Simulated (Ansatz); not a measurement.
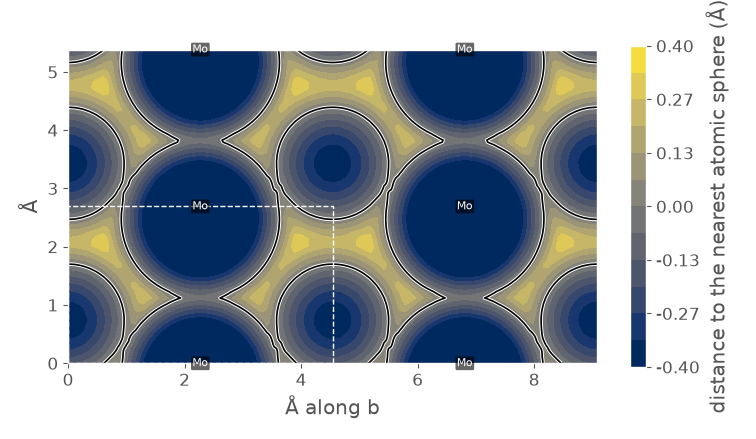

Map of the distance to the nearest atomic sphere in Mo, computed on the section x = 0.388 (parallel to b and c; the dashed line is one cell). The black line marks the spheres' surfaces; positive values are empty space; unlabelled circles belong to atoms above or below the section.

The atoms' radii are metallic radii: Mo 1.39 Å.

The cell is taken from the geometry relaxed (final pressure about -7.2 GPa) with DFT PBEsol, scalar-relativistic, plane waves, PAW in Ansatz.

```
Mo
1.0
     3.21023    0.00000    0.00000
     0.00000    4.53995    0.00000
    -1.60232    0.00000    2.16327
Mo
2
Direct
  0.00000 0.00000 0.00000
  0.50000 0.50000 0.00000
```

Q: Where is the largest hole in this section, and how large is it?

A: At 0.388, 0.875, 0.775 (fractional), where the distance reaches 0.38 Å; it is enclosed by 4 Mo in a tetrahedral arrangement. It is the largest hole of the crystal.

Q: How much of the crystal lies outside the spheres?

A: About 29 % of the cell's volume, and 28 % of this section's area.

Q: What can pass through?

A: The largest sphere that fits anywhere has a diameter of 0.76 Å; the largest that can travel through the crystal, about 0.6 Å.
